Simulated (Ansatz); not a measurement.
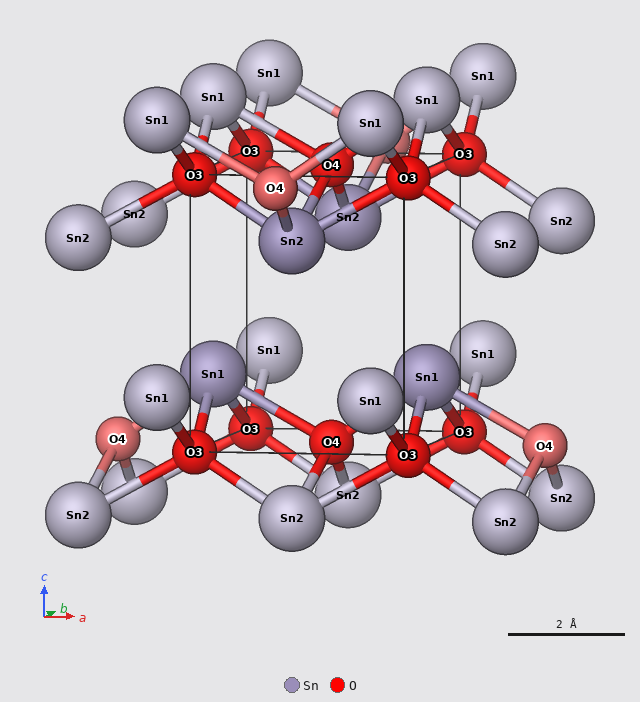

The structure as given in the input (ball-and-stick view of the cell of the calculation, seen slightly off an axis; neighbours outside the cell are drawn fainter; atoms are numbered from 1 in the order of the input). An atom can appear more than once, as a periodic image.

**Two runs on SnO**

System: SnO (P1, 4 atoms in the cell).
Method of run A: DFT PBE, scalar-relativistic, plane waves, PAW, no spin polarisation (Ansatz 0.2.0).

The structure derives from an entry of the Crystallography Open Database. Text and figures count atoms from 1; the logs count them from 0 in places.

Input file, run A:
```yaml
crystal:
  lattice:
    - [3.7994745858, 0.0649158492, 0.0180836995]
    - [0.0649158492, 3.8083360006, 0.0001340897]
    - [0.0230017809, 0.000170557, 4.8409260068]
  atoms:
    - { symbol: Sn, position: [-0.0173455497, 0.4727453468, 0.2400562989] }
    - { symbol: Sn, position: [0.4816996285, -0.024391511, 0.7674760242] }
    - { symbol: O, position: [0.0045141029, 0.0582369528, -0.0063550739] }
    - { symbol: O, position: [0.5311318182, 0.4934092113, -0.0011772492] }
basis:
  ecutwfc: 420
kpoints:
  mp_grid: { grid: [12, 12, 10] }
hamiltonian:
  xc: pbe
scf:
  occupations: { method: gaussian, width: 0.15 }
output:
  forces: true
  stress: true
  eigenvalues: true
```

Launched with:
```bash
ansatz run input.yaml --threads 2 --pin off --max-ram 5120MiB --backend cpu --events-out ev --progress --plain --runs-dir out
```

Hardware: 2 threads of Intel Xeon @ 2.50GHz (Skylake/Cascade Lake), 189 GiB of memory available, shared host.

Output, shortened to warnings, some set-up lines, iterations and results (run A):
```
Basis set: ecut = 420 eV, 1375 PW (Γ), exchange–correlation on 54×54×72 points (8 copies of the dense FFT grid, shifted against one another)
Symmetry: 1 space group operations
k-points: 724 of 1440 (time reversal used)
Initial density: superposition of atomic densities (neutral atoms: chi_scale 0, normalization atom), corrected by the library's trained network
[...]
SCF iter   1: F=—  HF=-13182.838298 eV  |F-HF|=—  |Δ(HF+E_count)|=         —  Δρ=1.89e-3  dr2=1.85e-3  ethr=1.77e-3  ⟨swp⟩=5.6  Hψ=76454  notcnv=0
SCF iter   2: F=—  HF=-13182.838684 eV  |F-HF|=—  |Δ(HF+E_count)|=   3.85e-4  Δρ=1.13e-3  dr2=9.35e-4  ethr=4.62e-6  ⟨swp⟩=2.1  Hψ=32782  notcnv=0
SCF iter   3: F=—  HF=-13182.838927 eV  |F-HF|=—  |Δ(HF+E_count)|=   2.43e-4  Δρ=3.91e-4  dr2=1.01e-4  ethr=2.34e-6  ⟨swp⟩=2.3  Hψ=25451  notcnv=0
SCF iter   4: F=—  HF=-13182.838927 eV  |F-HF|=—  |Δ(HF+E_count)|=   3.59e-7  Δρ=2.55e-4  dr2=5.66e-5  ethr=2.53e-7  ⟨swp⟩=2.0  Hψ=24524  notcnv=0
SCF iter   5: F=—  HF=-13182.838940 eV  |F-HF|=—  |Δ(HF+E_count)|=   1.26e-5  Δρ=6.75e-5  dr2=6.21e-6  ethr=1.41e-7  ⟨swp⟩=2.0  Hψ=21838  notcnv=0
SCF iter   6: F=—  HF=-13182.838941 eV  |F-HF|=—  |Δ(HF+E_count)|=   9.13e-7  Δρ=4.19e-5  dr2=1.28e-6  ethr=1.55e-8  ⟨swp⟩=2.0  Hψ=22952  notcnv=0
SCF iter   7: F=—  HF=-13182.838941 eV  |F-HF|=—  |Δ(HF+E_count)|=   2.33e-7  Δρ=2.81e-5  dr2=5.40e-7  ethr=3.21e-9  ⟨swp⟩=2.0  Hψ=24499  notcnv=0
SCF iter   8: F=-13182.838941 eV  HF=-13182.838941 eV  |F-HF|=6.97e-9  |Δ(HF+E_count)|=   5.99e-8  Δρ=8.82e-6  dr2=7.13e-8  ethr=2.50e-10  ⟨swp⟩=4.0  Hψ=71765  notcnv=0
SCF 1 converged in 8 iterations: F = -13182.838941 eV  dr2 = 7.13e-8
SCF converged after 8 iterations
Free energy (F): -13182.838941 eV
Harris-Foulkes:  -13182.838941 eV  (|F-HF|=6.97e-9)
Internal energy: -13182.838323 eV  (E = F + TS)
E sigma→0 (E₀):  -13182.838632 eV
Entropy (-TS):   -0.000618 eV (-0.155 meV/atom)
Fermi energy:    10.138181 eV
--- Per-component energies (eV) ---
  E_band       = -184.966919
  E_kinetic    = 727.335375
  E_local      = -2714.927467  (includes V_loc(G=0)·N_el)
  E_nonlocal   = 32.713536
  E_hartree    = 1467.405328
  E_xc         = -913.622446
  E_vxc        = -381.556546  (∫ρ·V_xc dr)
  E_paw        = -8590.001954  (= ΣΔE_a)
  E_vpaw       = -783.342818  (= ΣTr[D̂ρ^β])
  E_aug_tail   = 0.004871  (compensation charges beyond the density's cutoff)
  E_ewald      = -3191.745567
  E_smearing   = -0.000618  (= −TS)
  E_closure    = -0.000000  (closes the sum)
  Σ components = -13182.838941   (vs F -13182.838941, Δ=0.00e0)
--- Forces (eV/Å), atoms counted from 1 ---
  atom   1  Sn     0.61276387     1.43229813     1.53757028
  atom   2  Sn     0.51908799     0.43575853    -0.74985169
  atom   3  O      0.27640141    -2.76271293    -0.72257713
  atom   4  O     -1.40823252     0.89467169    -0.06512633
  max |Σ_I F_I| component: 2.08e-5 eV/Å
--- Stress (GPa, compression-positive) ---
        8.973275      -4.041856       0.292492
       -4.041856      10.610264       3.584995
        0.292492       3.584993       7.470324
  P = ⅓ Tr σ = 9.0180 GPa (90.180 kbar)
```

The input of run B differs as follows (lines with − go, lines with + come):
```diff
-    - [3.7994745858, 0.0649158492, 0.0180836995]
-    - [0.0649158492, 3.8083360006, 0.0001340897]
-    - [0.0230017809, 0.000170557, 4.8409260068]
+    - [3.9783179831, -0.0032111047, -0.1193210823]
+    - [-0.0032111047, 3.8305837189, -0.1081499416]
+    - [-0.1517718974, -0.1375626296, 4.7230083294]
-    - { symbol: Sn, position: [-0.0173455497, 0.4727453468, 0.2400562989] }
-    - { symbol: Sn, position: [0.4816996285, -0.024391511, 0.7674760242] }
-    - { symbol: O, position: [0.0045141029, 0.0582369528, -0.0063550739] }
-    - { symbol: O, position: [0.5311318182, 0.4934092113, -0.0011772492] }
+    - { symbol: Sn, position: [0.0036204292, 0.5065970561, 0.2297429704] }
+    - { symbol: Sn, position: [0.4761268415, -0.0153336481, 0.7679017078] }
+    - { symbol: O, position: [0.0001644192, 0.0172902613, 0.0103876904] }
+    - { symbol: O, position: [0.5200883101, 0.4914463307, -0.0080323686] }
+  write_density: true
+  write_potential: true
+  elf: true
+  volumetric_format: npy
```

How does run B compare with run A?

With the same functional and potentials, run B lies 79.4 meV per atom lower. A gap of 0.44 eV opens on the mesh, where run A has none. The pressure goes from 9.02 to 4.49 GPa. The largest force goes from 2.869 to 1.306 eV/Å. The volume per atom goes from 17.51 to 17.96 Å³. The number of SCF iterations is the same. The plane waves at Γ go from 1375 to 1401. On the same kind of shared host run B took about 1.5 times as long.

Output, shortened to warnings, some set-up lines, iterations and results (run B):
```
Basis set: ecut = 420 eV, 1401 PW (Γ), exchange–correlation on 54×54×64 points (8 copies of the dense FFT grid, shifted against one another)
Symmetry: 1 space group operations
k-points: 724 of 1440 (time reversal used)
Initial density: superposition of atomic densities (neutral atoms: chi_scale 0, normalization atom), corrected by the library's trained network
[...]
SCF iter   1: F=—  HF=-13183.156066 eV  |F-HF|=—  |Δ(HF+E_count)|=         —  Δρ=1.77e-3  dr2=1.25e-3  ethr=1.77e-3  ⟨swp⟩=5.6  Hψ=77478  notcnv=0
SCF iter   2: F=—  HF=-13183.156284 eV  |F-HF|=—  |Δ(HF+E_count)|=   2.18e-4  Δρ=9.62e-4  dr2=4.58e-4  ethr=3.12e-6  ⟨swp⟩=2.4  Hψ=38303  notcnv=0
SCF iter   3: F=—  HF=-13183.156768 eV  |F-HF|=—  |Δ(HF+E_count)|=   4.84e-4  Δρ=6.67e-4  dr2=2.77e-4  ethr=1.15e-6  ⟨swp⟩=3.0  Hψ=33261  notcnv=0
SCF iter   4: F=—  HF=-13183.156721 eV  |F-HF|=—  |Δ(HF+E_count)|=   4.74e-5  Δρ=1.09e-4  dr2=7.17e-6  ethr=6.92e-7  ⟨swp⟩=2.0  Hψ=22621  notcnv=0
SCF iter   5: F=—  HF=-13183.156732 eV  |F-HF|=—  |Δ(HF+E_count)|=   1.13e-5  Δρ=3.90e-5  dr2=1.11e-6  ethr=1.79e-8  ⟨swp⟩=3.0  Hψ=33260  notcnv=0
SCF iter   6: F=—  HF=-13183.156733 eV  |F-HF|=—  |Δ(HF+E_count)|=   1.06e-6  Δρ=2.16e-5  dr2=2.91e-7  ethr=2.77e-9  ⟨swp⟩=2.0  Hψ=23168  notcnv=0
SCF iter   7: F=—  HF=-13183.156733 eV  |F-HF|=—  |Δ(HF+E_count)|=   2.64e-8  Δρ=1.37e-5  dr2=1.16e-7  ethr=2.50e-10  ⟨swp⟩=10.4  Hψ=115877  notcnv=0
SCF iter   8: F=-13183.156733 eV  HF=-13183.156733 eV  |F-HF|=1.79e-9  |Δ(HF+E_count)|=  1.24e-10  Δρ=3.40e-6  dr2=7.31e-9  ethr=2.50e-10  ⟨swp⟩=9.3  Hψ=105870  notcnv=0
SCF 1 converged in 8 iterations: F = -13183.156733 eV  dr2 = 7.31e-9
SCF converged after 8 iterations
Free energy (F): -13183.156733 eV
Harris-Foulkes:  -13183.156733 eV  (|F-HF|=1.79e-9)
Internal energy: -13183.156683 eV  (E = F + TS)
E sigma→0 (E₀):  -13183.156708 eV
Entropy (-TS):   -0.000050 eV (-0.013 meV/atom)
Fermi energy:    9.741766 eV
--- Per-component energies (eV) ---
  E_band       = -197.948684
  E_kinetic    = 724.503505
  E_local      = -2729.781082  (includes V_loc(G=0)·N_el)
  E_nonlocal   = 32.139051
  E_hartree    = 1468.770440
  E_xc         = -913.223061
  E_vxc        = -380.908242  (∫ρ·V_xc dr)
  E_paw        = -8588.715784  (= ΣΔE_a)
  E_vpaw       = -781.448152  (= ΣTr[D̂ρ^β])
  E_aug_tail   = 0.004820  (compensation charges beyond the density's cutoff)
  E_ewald      = -3176.854572
  E_smearing   = -0.000050  (= −TS)
  E_closure    = 0.000000  (closes the sum)
  Σ components = -13183.156733   (vs F -13183.156733, Δ=0.00e0)
--- Forces (eV/Å), atoms counted from 1 ---
  atom   1  Sn     0.20288740     0.55140863     1.11926979
  atom   2  Sn     0.11143753    -0.12816871    -0.78698096
  atom   3  O      0.32141966    -1.01594664    -0.75505088
  atom   4  O     -0.63575107     0.59269547     0.42276997
  max |Σ_I F_I| component: 1.12e-5 eV/Å
--- Stress (GPa, compression-positive) ---
        0.911188       0.307785       2.217690
        0.307785       6.490076       3.010412
        2.217691       3.010413       6.064178
  P = ⅓ Tr σ = 4.4885 GPa (44.885 kbar)
```

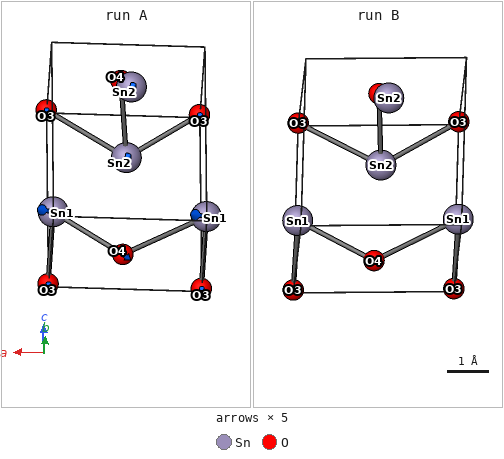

The two input geometries at one scale (ball-and-stick view of the cell of the calculation, seen at an oblique angle). The blue arrows on the first give the shifts of the atoms relative to the cell, with their mean removed, magnified 5 times. O3 moves most relative to the cell: 0.18 Å. By element the largest moves are O 0.18 Å, Sn 0.17 Å. (The mean shift of all atoms is removed.) The drawn cell changes as follows: a 3.800 → 3.980 Å (+4.7 %), b 3.809 → 3.832 Å (+0.6 %), c 4.841 → 4.727 Å (−2.3 %), α 90.0° → 93.3°, β 89.5° → 93.6°, γ 88.0° → 90.0°; the volume changes by +2.6 %. Among the contacts that change: Sn1–O3 2.532 → 2.266 Å, Sn2–O3 2.124 → 2.274 Å, Sn2–O4 2.282 → 2.160 Å, Sn1–O4 2.084 → 2.167 Å.

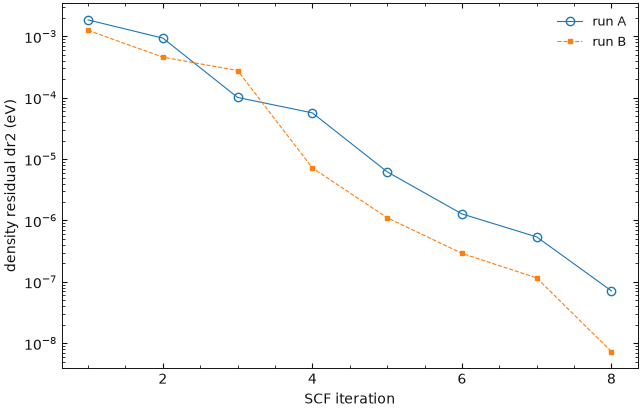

Convergence of the two runs: density residual dr2 against the SCF iteration. Run A takes 8 iterations in all, and run B takes 8.

The two runs side by side:

| quantity | run A | run B |
| --- | --- | --- |
| outcome | converged | converged |
| free energy per atom (eV) | −3295.7097 | −3295.7892 |
| gap on the mesh (eV) | 0.00 | 0.44 |
| pressure (GPa) | 9.02 | 4.49 |
| volume per atom (Å³) | 17.51 | 17.96 |
| largest force (eV/Å) | 2.869 | 1.306 |
| SCF iterations | 8 | 8 |
| irreducible k-points | 724 | 724 |
| plane waves at Γ | 1375 | 1401 |
| wall time (shared host) | 1.8 min | 2.8 min |

For run A: The cell is under a pressure of 9.0 GPa at this level, so it is not at its equilibrium volume.
